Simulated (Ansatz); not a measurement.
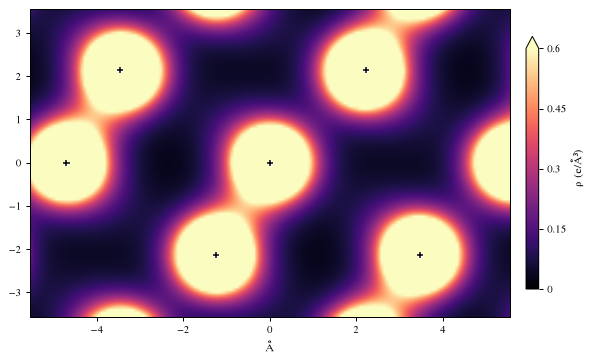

The valence electron density on a plane through atoms (crosses mark nuclei in the plane).

The calculation used Kohn-Sham DFT of a periodic cell, LDA, Ansatz PAW (Ansatz 0.2.0).

Candidates:
A. Ta, a = 4.19 Å, b = 4.19 Å, c = 4.19 Å, α = 90.00°, β = 90.00°, γ = 90.00°. Space group Fm-3m; computed pressure about −7 GPa in this cell.
B. As, a = 3.71 Å, b = 3.71 Å, c = 10.40 Å, α = 90.00°, β = 90.00°, γ = 120.00°. Space group R-3m; not relaxed (largest force 0.5 eV/Å).

Which system is this?

Answer. Candidate B: As on the (110) plane of the conventional cell, which holds As. As–As (2.47 Å): ρ at the midpoint is about 0.53 e/Å³.
